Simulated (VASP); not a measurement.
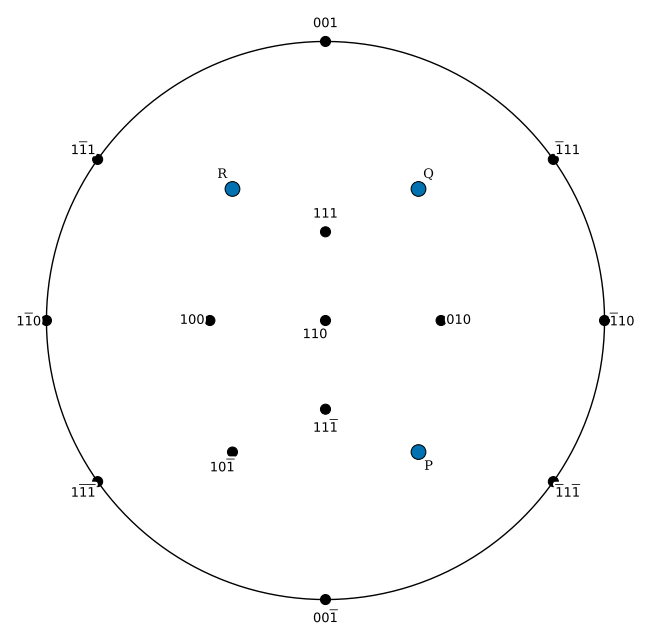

Crystal: BN, the geometry relaxed with VASP Kohn-Sham DFT of a periodic cell, B3LYP, VASP PAW PBE potentials, recommended (VASP 6.6.1). Stereographic projection of plane normals (upper hemisphere) centred on (1 1 0). All values are computed from the atomic coordinates in the standard setting (tolerance 0.002 Å).

a = 3.617 Å, b = 3.617 Å, c = 3.617 Å, α = 90.00°, β = 90.00°, γ = 90.00°.

Index the poles marked P, Q, R.

Answer. P is (0 1 −1), 60.0° from the centre; Q is (0 1 1), 60.0° from the centre; R is (1 0 1), 60.0° from the centre.

What is the angle between the normals of (0 1 1) and (−1 1 −1), and what are their d_hkl = 1/|g|?

Answer. 90.0°; d = 2.557 Å and 2.088 Å.
